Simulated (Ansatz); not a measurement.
# Run report: Ti3O4, single-point calculation (part 1 of 3)

- system: Ti3O4 (I4/mmm, 14 atoms in the cell)
- method: DFT r2SCAN, scalar-relativistic, plane waves, PAW, spin-polarised (Ansatz 0.2.0)

The structure derives from a Materials Project entry. Figures and captions count atoms from 1; the log counts them from 0 in places.

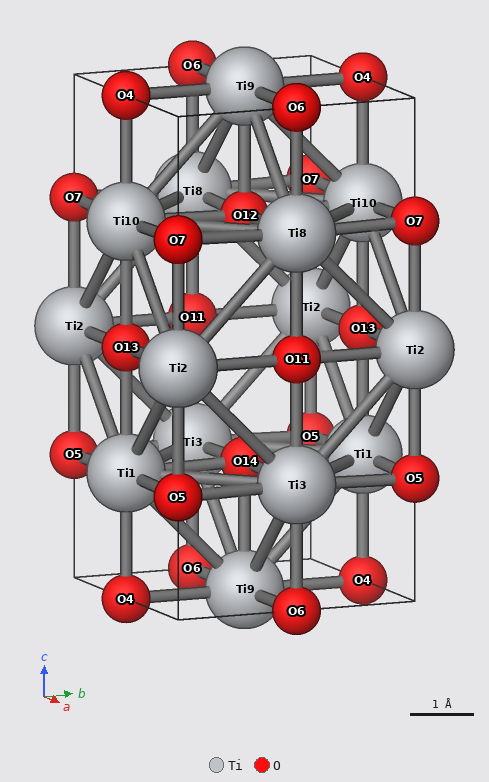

*The input geometry (ball-and-stick view of the cell of the calculation, seen slightly off an axis; atoms are numbered from 1 in the order of the input).*

Near neighbours in the crystal (not all of them lie inside the picture): Ti has 6 O at 2.04 to 2.09 Å and 8 Ti at 2.90 to 2.92 Å; O has 4 Ti at 2.04 to 2.06 Å; O has 5 Ti at 2.06 to 2.09 Å.

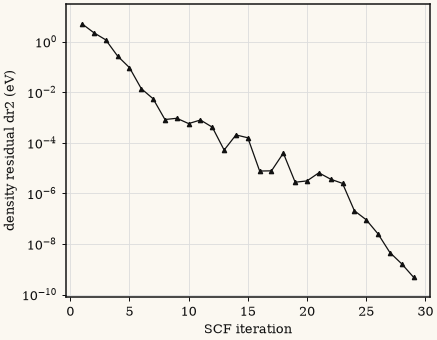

*Convergence of the self-consistent field: density residual dr2 against the SCF iteration.*

The residual falls unevenly and jumps up by a factor of two or more 3 times on the way down.

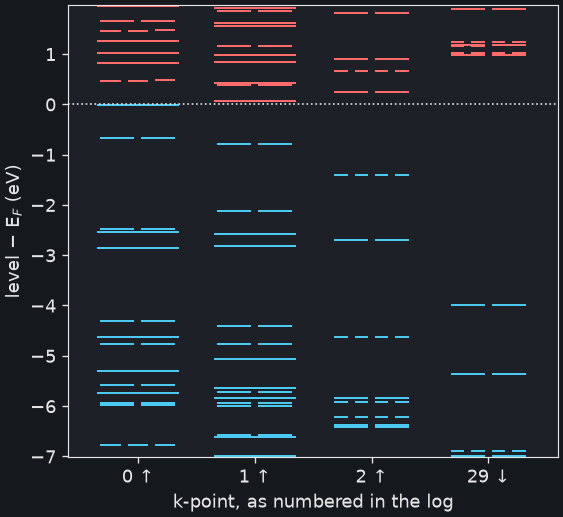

*Kohn–Sham levels near the Fermi level (dotted) at the few k-points that the log prints; levels within 0.02 eV of each other stand side by side.*

The system is metallic on the full mesh.

These pictures come from the run below.

## Input file
```yaml
crystal:
  lattice:
    - [4.1244051534, 0.0, 0.0]
    - [0.0, 4.1244051534, 0.0]
    - [0.0, 0.0, 8.1580624995]
  atoms:
    - { symbol: Ti, position: [0.5, 0.0, 0.25], spin: 1.0 }
    - { symbol: Ti, position: [0.0, 0.0, 0.5], spin: 1.0 }
    - { symbol: Ti, position: [0.0, 0.5, 0.25], spin: 1.0 }
    - { symbol: O, position: [0.5, 0.0, 0.0] }
    - { symbol: O, position: [0.0, 0.0, 0.2444122992] }
    - { symbol: O, position: [0.0, 0.5, 0.0] }
    - { symbol: O, position: [0.0, 0.0, 0.7555877008] }
    - { symbol: Ti, position: [1.0, 0.5, 0.75], spin: -1.0 }
    - { symbol: Ti, position: [0.5, 0.5, 1.0], spin: -1.0 }
    - { symbol: Ti, position: [0.5, 1.0, 0.75], spin: -1.0 }
    - { symbol: O, position: [1.0, 0.5, 0.5] }
    - { symbol: O, position: [0.5, 0.5, 0.7444122992] }
    - { symbol: O, position: [0.5, 1.0, 0.5] }
    - { symbol: O, position: [0.5, 0.5, 1.2555877008] }
basis:
  ecutwfc: 500
  ecutrho_ratio: 4
kpoints:
  mp_grid: { grid: [6, 6, 4] }
hamiltonian:
  xc: r2scan
scf:
  occupations: { method: gaussian, width: 0.05 }
  lower_state_search: "off"
output:
  forces: true
  stress: true
  eigenvalues: true
  populations: true
magnetization:
  spin_polarized: true
```

Launched with:
```bash
ansatz run input.yaml --threads 4 --pin off --max-ram 10240MiB --backend cpu --events-out ev --progress --plain --runs-dir out
```

## The program's output
```
Engine: ansatz 0.2.0, x86_64-unknown-linux-gnu
Pseudopotentials: kind: paw
Pseudopotential: Ti, paw, valence charge 12, recommended cutoff 500 eV (meta_gga), Ti.paw.azcp
Pseudopotential: O, paw, valence charge 6, recommended cutoff 500 eV (meta_gga), O.paw.azcp
Functional definition: r2SCAN
  parameter k0 = 0.174
  parameter k1 = 0.065
  parameter a1 = 4.9479
  exchange = r2scan_x(k0 = k0, k1 = k1, a1 = a1)
  correlation = r2scan_c
Crystal: 14 atoms, lattice volume = 138.774 Å³
Basis set: ecut = 500 eV, 3549 PW (Γ), exchange–correlation on 128×128×240 points (64 copies of the dense FFT grid, shifted against one another)
Bands: 77, of which v1, the nominal top of the filled ones, is band 60 counted from 1 (59 counted from 0)
Symmetry: 8 space group operations
Space group: P4mm (ITA 99), of the structure as read, at distance tolerance 5.2e-5 Å
Magnetic group: BNS 99.170 (UNI 830), of the structure as read, at distance tolerance 5.2e-5 Å
k-points: 30 of 144 (time reversal used)
Non-local potential: Ti, projectors of the file, l = 0: 3, l = 1: 2, l = 2: 3, l = 3: 1
Non-local potential: O, projectors of the file, l = 0: 2, l = 1: 2, l = 2: 1
PAW form: soft (Blöchl's): semilocal exchange-correlation on the pseudo side does not see the compensation charge
PAW frozen core: Ti, regenerated for the run's functional (the file was generated under x = pbe(κ = 0.804, μ = 0.2195149727645171), c = pbe(β = 0.06672455060314922))
PAW frozen core: O, regenerated for the run's functional (the file was generated under x = pbe(κ = 0.804, μ = 0.2195149727645171), c = pbe(β = 0.06672455060314922))
PAW one-centre angular grid: Ti, 590 points (default); XC on 160 Gauss nodes
PAW one-centre angular grid: O, 302 points (default); XC on 160 Gauss nodes
Initial density: superposition of atomic densities (chi_scale 0.1, normalization cell, long waves kept (reshape's long-wave potential 0.01 eV rms))
Starting moments: Σ|m| = 6 μB on 6 of 14 sites
Starting magnetic order: antiferromagnet; a translation exchanges its spin sublattices: spin-degenerate at every k-point
Initial wavefunctions: pseudopotential atomic-orbital guess
Functional: x = r2scan, c = r2scan; τ floored in thin density (d = 2e-4 eV/Å³)
```
